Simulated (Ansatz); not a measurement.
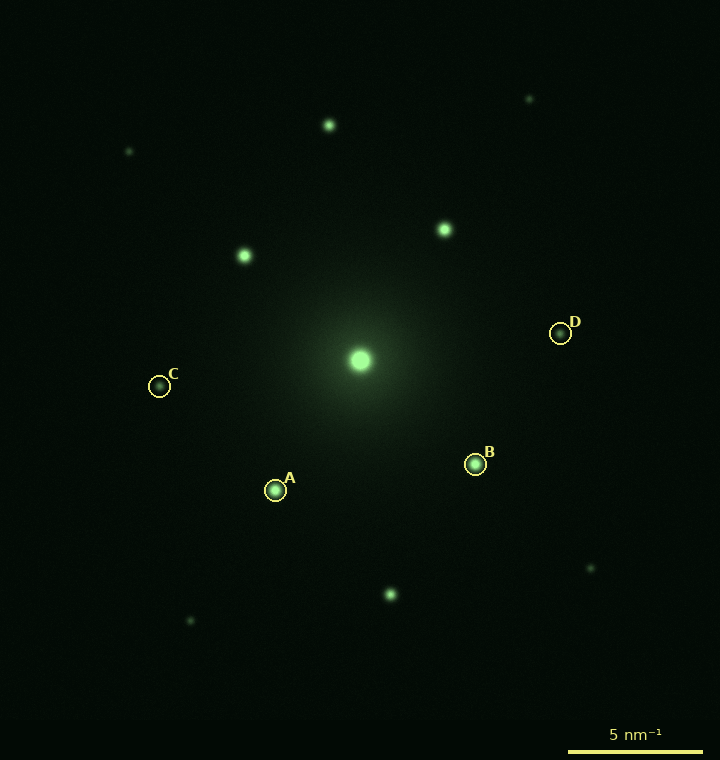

Kinematic zone-axis pattern, calculated for 100 keV electrons with B = 0.8 Å². The zone axis points towards the electron source and the pattern is seen from the source side.

Be, space group P6_3/mmc (No. 194), a = 2.254 Å, c = 7.182 Å (hexagonal axes). Structure: the geometry relaxed with DFT PBE, scalar-relativistic, plane waves, PAW in Ansatz 0.2.0; the starting structure was generated, so it need not be a known form of this composition.

```
atom  site  symmetry       x       y       z
  Be    2a      -3m.  0.0000  0.0000  0.0000
  Be    2d      -6m2  0.3333  0.6667  0.7500
```

Spot A is indexed 0 -1 2 and spot B 1 -1 -2.

Index the other marked spots.

C = A − B = -1 0 4 (d = 1.322 Å). D = −A + B = 1 0 -4 (d = 1.322 Å).

Which zone axis is this?

The cross product of A and B is parallel to [421]; every spot obeys hu + kv + lw = 0.
